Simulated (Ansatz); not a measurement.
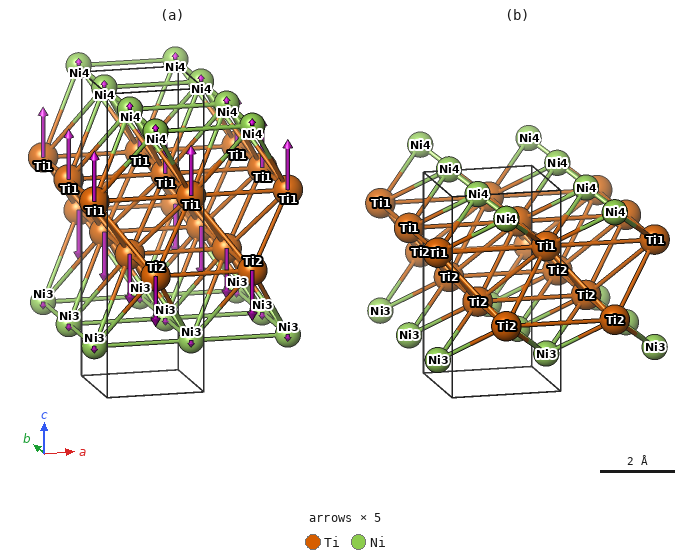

The structure of a crystal of TiNi (a generated structure, set up in P4/nmm) (coarse preliminary run) before (left) and after (right) a relaxation, at one scale. The purple arrows give the displacements (the part carried along by the change of the cell is left out), magnified 5 times.

The picture is a ball-and-stick view of the cell of the calculation, repeated 2 × 3 × 1 with one cell outlined, seen slightly off an axis.

Case: Cd → Ni on all its sites, cell and atoms relaxed.

Level of theory: DFT PBEsol, scalar-relativistic, plane waves, PAW (Ansatz 0.2.0). Set-up: plane-wave cutoff 420 eV; k-point mesh 8 × 8 × 4; occupations gaussian; smearing width 0.1 eV; collinear spin; cell and atoms relaxed; force threshold 0.05 eV/Å; at most 60 steps.

> What changed between the two?

The largest moves relative to the cell, 0.29 Å, are those of Ti1 and Ti2. Ti1 goes along +c. Largest moves by element: Ti 0.29 Å, Ni 0.04 Å. The drawn cell changes as follows: a = b 2.727 → 3.056 Å (+12.1 %), c 8.503 → 5.624 Å (−33.9 %); the volume changes by −17.0 %. Some distances before and after: Ti1–Ni3 4.454 → 2.617 Å, Ti1–Ni4 2.914 → 2.473 Å, Ni3–Ni4 2.978 → 2.583 Å, Ti1–Ti1 2.727 → 3.056 Å. New bonds form, among them: Ti1–Ni3 (4.45 → 2.62 Å), Ti2–Ni4 (4.45 → 2.62 Å). The space group stays P4/nmm (No. 129). The energy falls by 2.444 eV per cell of the calculation in 13 accepted moves (15 points after the start). The largest force component goes from 2.3 to 0.012 eV/Å. The pressure goes from −13.12 to 0.14 GPa. At 2 points the geometry stayed and the basis and grid were re-selected for the new cell (energy shift of 21.6 meV per cell of the calculation at most each time). The program noted that the starting moments weren't kept. The run may lie on a higher electronic state than the lowest, so the end point isn't shown to be the ground-state structure. The run took 4.4 min on 1 thread of Intel(R) Xeon(R) Platinum 8488C (Sapphire Rapids), on a shared host, peak memory 0.54 GiB.
